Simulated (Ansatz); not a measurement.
C: single-point calculation

System: C (2 atoms in the cell).
Method: DFT PBE+D3(BJ), scalar-relativistic, plane waves, PAW, no spin polarisation (Ansatz 0.2.0).

The structure derives from a Materials Project entry. It belongs to a series of runs on one base structure; here: band edges sought over the zone.

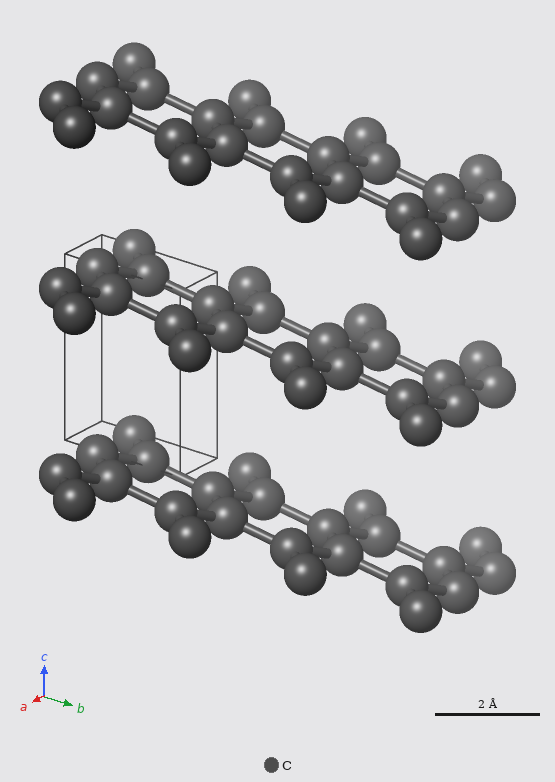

Fig. 1: The structure (ball-and-stick view of the reduced cell, repeated 3 × 4 × 2, seen slightly off an axis). An atom can appear more than once, as a periodic image.

**Key numbers**

| quantity | value |
| --- | --- |
| outcome | converged |
| space group (tolerance 0.01 Å) | R-3m (166) |
| electrons treated | 8 |
| free energy | −502.1708 eV |
| Fermi energy | 6.987 eV |
| gap on the k-point mesh | 0.69 eV |
| pressure | 0.00 GPa |
| largest force (length of the vector) | under 0.001 eV/Å |
| hardware | 4 threads of Arm Neoverse N1, 24 GiB of memory available, shared host |
| wall time | 3.6 s (CPU time 12 s) |
| peak memory | 0.33 GiB |

**Input**
```yaml
crystal:
  lattice:
    - [2.1346751583, -1.2324617113, -0.0107915607]
    - [2.1346751583, 1.2324617113, -0.0107915607]
    - [-1.4016068366, 0.0, 3.3810743151]
  atoms:
    - { symbol: C, position: [0.833371533, 0.833371533, 0.0001140594] }
    - { symbol: C, position: [0.166628467, 0.166628467, 0.9998859406] }
basis:
  ecutwfc: 420
  xc_grid: 2
kpoints:
  mp_grid: { grid: [14, 14, 8] }
  band_path: { path: [VBM, CBM], npoints: 2 }
hamiltonian:
  xc: pbe
  dispersion: d3bj
scf:
  occupations: { method: gaussian, width: 0.01 }
output:
  forces: true
  stress: true
  eigenvalues: true
```

Command:
```bash
ansatz run input.yaml --threads 4 --pin off --max-ram 10240MiB --backend cpu --events-out ev --progress --plain --runs-dir out
```

**The program's output**
```
Engine: ansatz 0.2.0, aarch64-unknown-linux-gnu
Pseudopotentials: kind: paw
Pseudopotential: C, paw, valence charge 4, recommended cutoff 420 eV (normal), C.paw.azcp
Functional definition: PBE
  parameter kappa = 0.804
  parameter beta = 0.06672455060314922
  exchange = pbe_x(kappa = kappa, mu = beta*pi^2/3)
  correlation = pbe_c(beta = beta)
Crystal: 2 atoms, lattice volume = 17.753 Å³
Basis set: ecut = 420 eV, 345 PW (Γ), exchange–correlation on 36×36×50 points (8 copies of the dense FFT grid, shifted against one another)
Bands: 8, of which v1, the nominal top of the filled ones, is band 4 counted from 1 (3 counted from 0)
Symmetry: 4 space group operations
Space group: C2/m (ITA 12), of the structure as read, at distance tolerance 2.6e-5 Å
k-points: 429 of 1568
Non-local potential: C, projectors of the file, l = 0: 2, l = 1: 2, l = 2: 1
PAW form: soft (Blöchl's): semilocal exchange-correlation on the pseudo side does not see the compensation charge
PAW one-centre angular grid: C, 110 points (default); XC on 64 Gauss nodes
Initial density: superposition of atomic densities (neutral atoms: chi_scale 0, normalization atom), corrected by the library's trained network
Initial wavefunctions: pseudopotential atomic-orbital guess
Functional: x = pbe(κ = 0.804, μ = 0.2195149727645171), c = pbe(β = 0.06672455060314922)
SCF iter   1: F=—  HF=-502.170241 eV  |F-HF|=—  |Δ(HF+E_count)|=         —  Δρ=2.39e-3  dr2=8.39e-4  ethr=1.77e-3  ⟨swp⟩=5.0  Hψ=23332  notcnv=0
preconditioner: auto → none  [insulator: Δε(μ)=0.689 eV  Ē_g=18.415 eV  σ=0.010 eV  W_gap=1.00  n_scr=2 (ndim 8)  ℏωp=24.9 eV  f_vac=0.003  D(μ)=0.00/eV (n_scr^D=0)  ε∞_Penn≈2.8]
SCF iter   2: F=—  HF=-502.170683 eV  |F-HF|=—  |Δ(HF+E_count)|=   4.42e-4  Δρ=1.24e-3  dr2=2.14e-4  ethr=1.05e-5  ⟨swp⟩=3.0  Hψ=10227  notcnv=0
SCF iter   3: F=—  HF=-502.170755 eV  |F-HF|=—  |Δ(HF+E_count)|=   7.23e-5  Δρ=2.51e-4  dr2=7.96e-6  ethr=2.67e-6  ⟨swp⟩=2.0  Hψ=6679  notcnv=0
SCF iter   4: F=—  HF=-502.170750 eV  |F-HF|=—  |Δ(HF+E_count)|=   4.71e-6  Δρ=7.34e-5  dr2=3.62e-7  ethr=9.95e-8  ⟨swp⟩=2.3  Hψ=5096  notcnv=0
iter 5 did not close the SCF: its close was put off for the readings that it lacked (scf_convergence_deferred on its scf_iter line)
SCF iter   5: F=-502.170751 eV  HF=-502.170751 eV  |F-HF|=2.70e-10  |Δ(HF+E_count)|=   2.77e-7  Δρ=5.47e-6  dr2=3.05e-9  ethr=4.53e-9  ⟨swp⟩=2.2  Hψ=4871  notcnv=0
SCF iter   6: F=-502.170751 eV  HF=-502.170751 eV  |F-HF|=1.89e-11  |Δ(HF+E_count)|=  3.47e-10  Δρ=3.59e-7  dr2=9.67e-12  ethr=3.82e-11  ⟨swp⟩=1.9  Hψ=11014  notcnv=0
SCF 1 converged in 6 iterations: F = -502.170751 eV  dr2 = 9.67e-12
  greatest PAW one-centre occupation: 0.673 electrons in one spin orbital (limit 2), on the C atom at site 1 (counted from 0), in its partial waves of l = 0
```

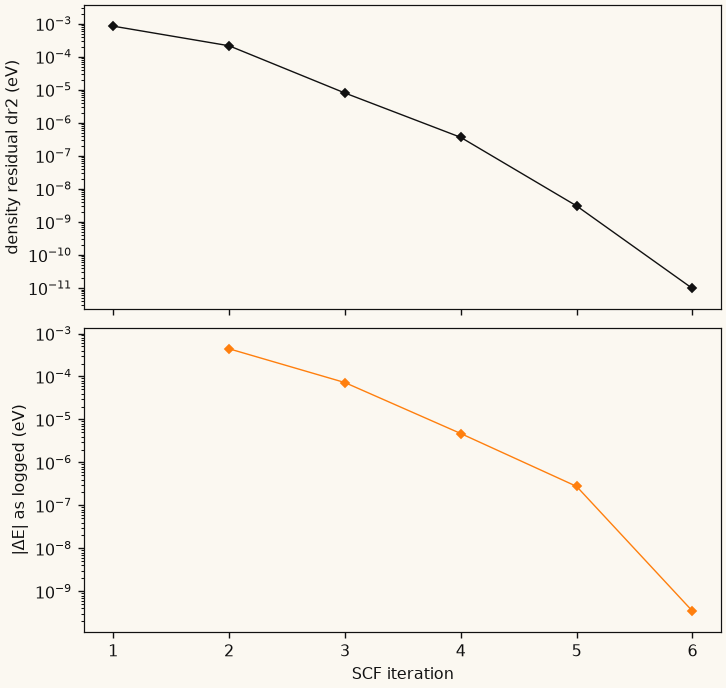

Fig. 2: Convergence of the self-consistent field: density residual dr2 and size of the energy change against the SCF iteration. The residual falls at every step.

```
NSCF: frozen V_eff on 68 k-points
NSCF: frozen V_eff on 68 k-points
NSCF: frozen V_eff on 68 k-points
NSCF: frozen V_eff on 68 k-points
NSCF: frozen V_eff on 29 k-points
NSCF: frozen V_eff on 33 k-points
NSCF: frozen V_eff on 33 k-points
NSCF: frozen V_eff on 24 k-points
NSCF: frozen V_eff on 32 k-points
NSCF: frozen V_eff on 16 k-points
NSCF: frozen V_eff on 12 k-points
NSCF: frozen V_eff on 28 k-points
NSCF: frozen V_eff on 28 k-points
NSCF: frozen V_eff on 28 k-points
NSCF: frozen V_eff on 36 k-points
NSCF: frozen V_eff on 20 k-points
NSCF: frozen V_eff on 29 k-points
NSCF: frozen V_eff on 31 k-points
NSCF: frozen V_eff on 28 k-points
NSCF: frozen V_eff on 12 k-points
NSCF: frozen V_eff on 28 k-points
NSCF: frozen V_eff on 6 k-points
NSCF: frozen V_eff on 28 k-points
NSCF: frozen V_eff on 16 k-points
NSCF: frozen V_eff on 14 k-points
NSCF: frozen V_eff on 8 k-points
NSCF: frozen V_eff on 6 k-points
WARN: the band path's VBM lies 0.001 eV over its CBM: any gap on the run's own k-points comes from their sampling
NSCF: frozen V_eff on 3 k-points
SCF converged after 6 iterations
Free energy (F): -502.170751 eV
Harris-Foulkes:  -502.170751 eV  (|F-HF|=1.89e-11)
Internal energy: -502.170751 eV  (E = F + TS)
E sigma→0 (E₀):  -502.170751 eV
Fermi energy:    6.987014 eV
--- Per-component energies (eV) ---
  E_band       = -17.654031
  E_kinetic    = 181.890719
  E_local      = -308.473477  (includes V_loc(G=0)·N_el)
  E_nonlocal   = 54.611978
  E_hartree    = 93.421042
  E_xc         = -96.038303
  E_vxc        = -118.915051  (∫ρ·V_xc dr)
  E_paw        = -198.690745  (= ΣΔE_a)
  E_vpaw       = -13.610334  (= ΣTr[D̂ρ^β])
  E_aug_tail   = 0.000015  (compensation charges beyond the density's cutoff)
  E_ewald      = -228.581343
  E_disp       = -0.310636  (pairwise vdW)
  E_smearing   = -0.000000  (= −TS)
  E_closure    = -0.000000  (closes the sum)
  Σ components = -502.170751   (vs F -502.170751, Δ=0.00e0)
--- Forces (eV/Å), atoms counted from 1 ---
  atom   1  C      0.00000451    -0.00000000     0.00016628
  atom   2  C     -0.00000451     0.00000000    -0.00016628
  max |Σ_I F_I| component: 2.71e-20 eV/Å
--- Stress (GPa, compression-positive) ---
       -0.000101      -0.000000      -0.006085
       -0.000000       0.002369      -0.000000
       -0.006084      -0.000000      -0.012296
  P = ⅓ Tr σ = -0.0033 GPa (-0.033 kbar)
--- Band table (eV; the first three rows and the last of 429) ---
  k-point 0: bands = ["-12.7278", "0.3364", "3.9160", "3.9162", "11.1616", "15.3093", "15.3098", "18.2654"]
  k-point 1: bands = ["-12.6879", "0.0022", "3.9141", "3.9142", "11.8916", "15.3032", "15.3035", "18.2943"]
  k-point 2: bands = ["-12.5887", "-0.7112", "3.9078", "3.9079", "13.7541", "15.2858", "15.2858", "18.3609"]
  k-point 428: bands = ["-7.3916", "-6.3462", "0.5431", "4.9151", "8.9258", "14.5200", "18.7757", "19.4094"]
```

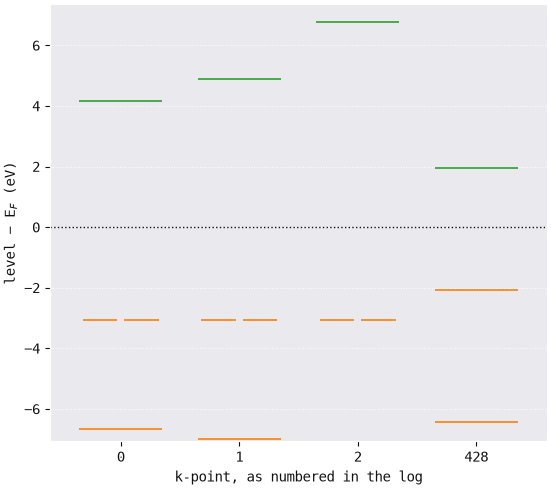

Fig. 3: Kohn–Sham levels near the Fermi level (dotted) at the few k-points that the log prints; levels within 0.02 eV of each other stand side by side. Among these points the highest filled and lowest empty levels are 4.01 eV apart; the gap on the full mesh, 0.69 eV, has an edge at a point that isn't printed.
